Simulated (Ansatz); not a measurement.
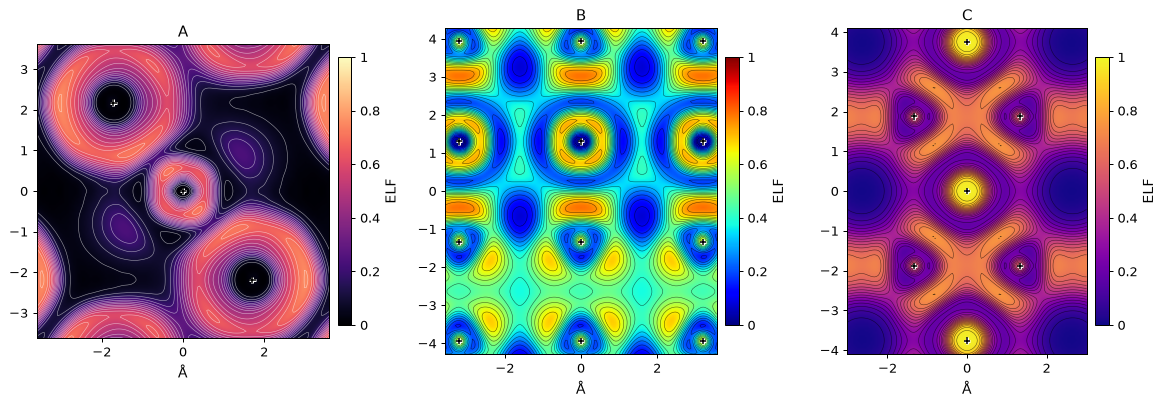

The electron localisation function of 3 systems, each on a plane through atoms (crosses mark nuclei in the plane).

Computed with DFT, r2SCAN, plane-wave PAW, default files, scalar-relativistic (Ansatz 0.2.0).

System 1: TiTe2, the (110) plane of the conventional cell. Space group P-3m1; computed without spin polarisation.

System 2: Si2W, the (100) plane of the conventional cell. Space group I4/mmm; computed pressure about −3 GPa in this cell.

System 3: CoSi2, the (101) plane of the conventional cell. Space group Fm-3m; a structure from a database of computed crystals, not necessarily the ambient phase; the program warned that a starting moment wasn't kept; spin-polarised, but the moments vanished.

```xyz
12
Lattice="5.3128 0.0000 0.0000 0.0000 5.3128 0.0000 0.0000 0.0000 5.3128" Properties=species:S:1:pos:R:3 pbc="T T T"
Co    0.0000    0.0000    0.0000
Co    2.6564    2.6564    0.0000
Co    2.6564    0.0000    2.6564
Co    0.0000    2.6564    2.6564
Si    3.9846    1.3282    1.3282
Si    1.3282    3.9846    1.3282
Si    1.3282    1.3282    3.9846
Si    3.9846    3.9846    3.9846
Si    1.3282    1.3282    1.3282
Si    3.9846    3.9846    1.3282
Si    3.9846    1.3282    3.9846
Si    1.3282    3.9846    3.9846
```

### Which map belongs to which system?

Panel A is system 1, TiTe2: the plane holds Ti and Te. Ti–Te (2.77 Å): the ELF peaks at about 0.70 in the valence shell of Te, 1.3 Å from its nucleus, and is about 0.65 at the midpoint. Panel B is system 2, Si2W: the plane holds Si and W. Si–W (2.64 Å): the ELF peaks at about 0.80 in the valence shell of Si, 0.9 Å from its nucleus, and is about 0.45 at the midpoint. Panel C is system 3, CoSi2: the plane holds Co and Si. Co–Si (2.30 Å): the ELF peaks at about 0.75 between the atoms.
